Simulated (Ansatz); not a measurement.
System: SnO$_{2}$.

Input file:

```
crystal:
  lattice:
    - [4.8265176357, 0.0, 0.0]
    - [0.0, 4.8283676035, 0.0]
    - [0.0, 0.0, 3.2381666599]
  atoms:
    - { symbol: Sn, position: [0.492590639, 0.4925969715, 0.4808547355] }
    - { symbol: Sn, position: [0.0, 0.0, 0.0] }
    - { symbol: O, position: [0.3064962475, 0.3066616298, 0.0] }
    - { symbol: O, position: [0.8064962475, 0.1933383702, 0.5] }
    - { symbol: O, position: [0.1935037525, 0.8066616298, 0.5] }
    - { symbol: O, position: [0.6935037525, 0.6933383702, 0.0] }
basis:
  ecutwfc: 420
kpoints:
  mp_grid: { grid: [6, 6, 8] }
hamiltonian:
  xc: pbe
scf:
  occupations: { method: gaussian, width: 0.05 }
output:
  forces: true
  stress: true
  eigenvalues: true
  write_density: true
  write_potential: true
  elf: true
  volumetric_format: npy
```

Run with:

```sh
ansatz run input.yaml --threads 1 --pin off --max-ram 2560MiB --backend cpu --events-out ev --progress --plain --runs-dir out
```

Below, planes, directions and counts refer to the conventional cell (a = 6.83 Å, b = 6.83 Å, c = 3.24 Å, α = 90.00°, β = 90.00°, γ = 89.98°).

Space group Cm; a structure from a database of computed crystals, not necessarily the ambient phase; changed on purpose from its base cell (atom 1 (Sn) moved +0.080 A towards its neighbour atom 3 (O) at 2.089 A); not relaxed (largest force 1.6 eV/Å).

Level of theory: DFT PBE, scalar-relativistic, plane waves, PAW (Ansatz).

Question: What can the converged valence pseudo-density and electron localisation function tell about the bonding?

Answer: Sn–O (2.09 Å): the density is about 0.61 e/Å³ at the midpoint; the ELF peaks at about 0.80 in the valence shell of O, 0.6 Å from its nucleus, and is about 0.25 at the midpoint; no localised pair shows between them.

Question: Does the calculation make it a metal, or give it a gap?

Answer: It is gapped, with a Kohn–Sham gap of 0.65 eV on the k-point mesh, an upper bound to the gap of this method.

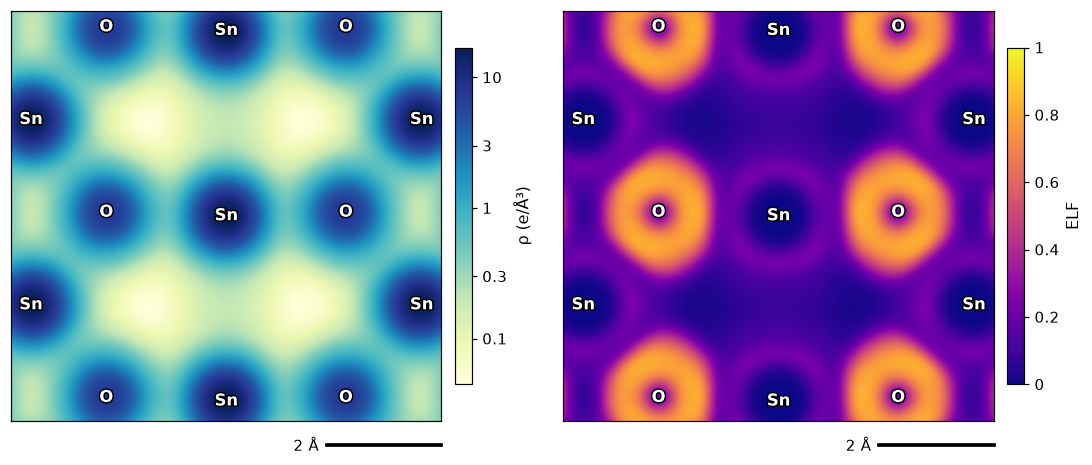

Computed valence pseudo-density and electron localisation function on the (100) plane of the conventional cell, in this order. 

Core electrons are frozen (PAW), and the valence fields are smoothed inside the atomic spheres.
